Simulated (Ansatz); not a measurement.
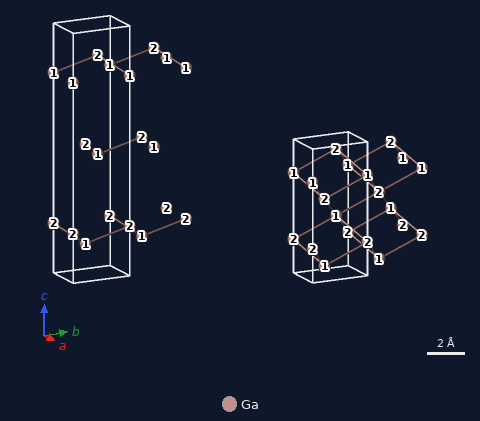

Two geometries of crystalline Ga (set up in R-3m) (coarse preliminary run), drawn at one scale. One is the start of a relaxation, the other its converged end. Style: ball-and-stick. Shown: the conventional cell (3 times the calculation's cell), repeated 1 × 2 × 1 with one cell outlined, slightly off an axis. Lengths and directions refer to the drawn axes.

The calculation used DFT r2SCAN, scalar-relativistic, plane waves, PAW (Ansatz 0.2.0). Set-up: plane-wave cutoff 500 eV; k-point mesh 6 × 6 × 6; occupations gaussian; smearing width 0.1 eV; no spin polarisation; cell and atoms relaxed; force threshold 0.0325 eV/Å; at most 70 steps.

### Which one is relaxed?

The right one is the relaxed one. Case: 3 of 3 Li taken out, relaxed. The largest moves relative to the cell, 0.38 Å, are those of Ga1 and Ga2. Ga2 goes along +c. Cell: a = b 4.328 → 4.193 Å (−3.1 %), c 13.763 → 7.372 Å (−46.4 %). Volume −49.7 %. Among the contacts that change: Ga1–Ga2 4.471 → 2.715 Å, Ga1–Ga2 (another image) 2.649 → 2.715 Å. New bonds form: Ga1–Ga2 (4.47 → 2.71 Å). Among the angles between lasting bonds that change: Ga2–Ga1–Ga2 109.6° → 101.1°. The space group stays R-3m (No. 166). The energy falls by 673 meV per atom in 16 accepted moves (17 points after the start). Largest force component: 0.36 eV/Å at the start, under 0.0001 eV/Å at the end. Pressure: −3.77 GPa at the start and −0.08 GPa at the end. At 1 point the geometry stayed and the basis and grid were re-selected for the new cell (energy shift of 1.1 meV per atom at most each time).
